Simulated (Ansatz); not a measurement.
**GaP (slab): density, localisation and related maps**

```
P Ga
1.0
     3.89267    0.00000    0.00000
    -1.94634    3.37116    0.00000
     0.00000    0.00000   15.79459
P Ga
1 1
Direct
  0.00000 0.00000 0.47485
  0.33333 0.66667 0.52515
```

Changed on purpose from its base cell (repeats removed: 3); not relaxed (largest force 1.3 eV/Å).

Level of theory: DFT PBE, scalar-relativistic, plane waves, PAW (Ansatz 0.2.0).

In a PAW calculation such maps are meaningful between the atoms, not at the nuclei.

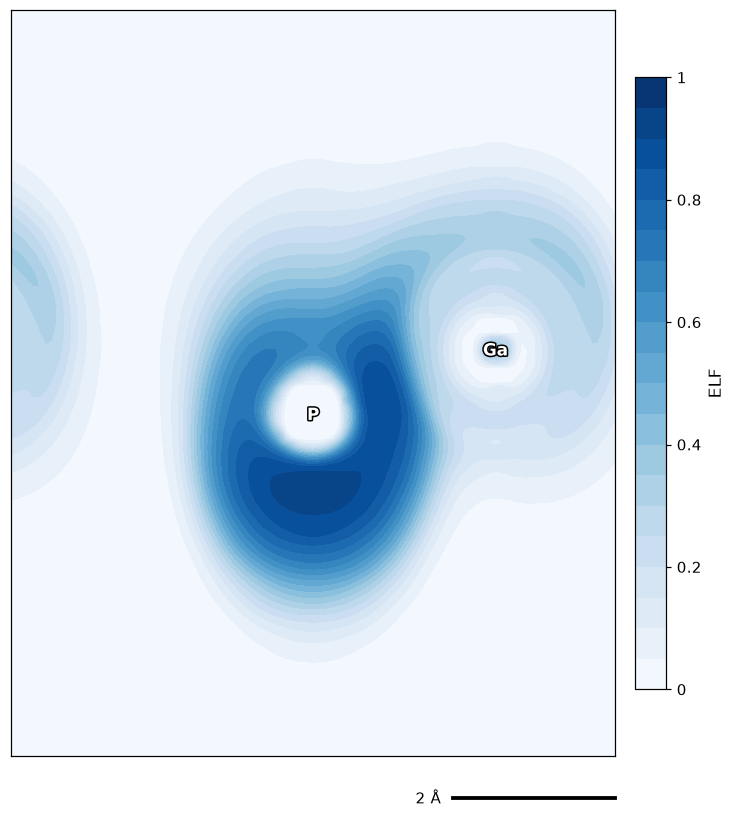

Figure 1. Electron localisation function on the (110) plane of the calculation cell, a cut from vacuum to vacuum.

Question: Describe what can be read from this map.

Answer: The plane passes through P and Ga nuclei. Ga–P (2.38 Å): the ELF peaks at about 0.90 in the valence shell of P, 0.8 Å from its nucleus, and is about 0.75 at the midpoint. The ELF also peaks beside P, away from the bonds: lone-pair regions.

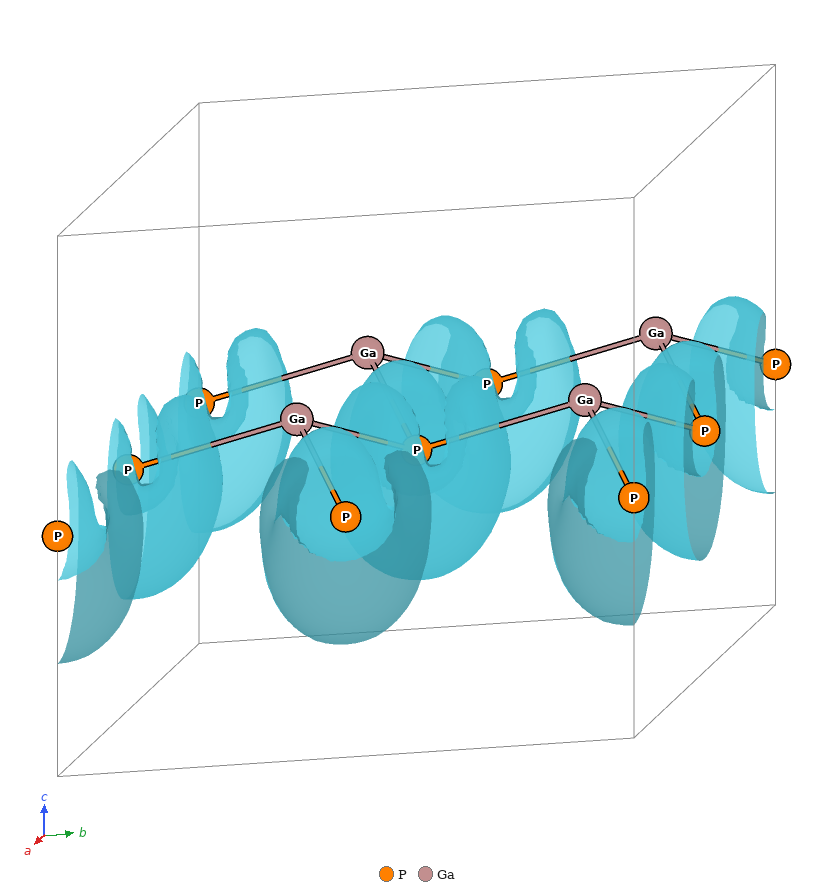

Figure 2. Isosurface of the ELF at 0.75 (cyan), seen slightly off an axis. Only the valence region is drawn (cores and ρ < 0.01 e/Å³ removed). Sticks mark near contacts.

Question: Describe the localisation domains.

Answer: The surface consists of one region wrapped around P (its valence shell), counted in one cell of 2 atoms. Counts are for one cell; the picture repeats the cell along the surface.

Question: Metal or insulator at this level of theory?

Answer: It is gapped, with a Kohn–Sham gap of 1.3 eV on the k-point mesh (the band edges may lie off the mesh, which would make the gap smaller).
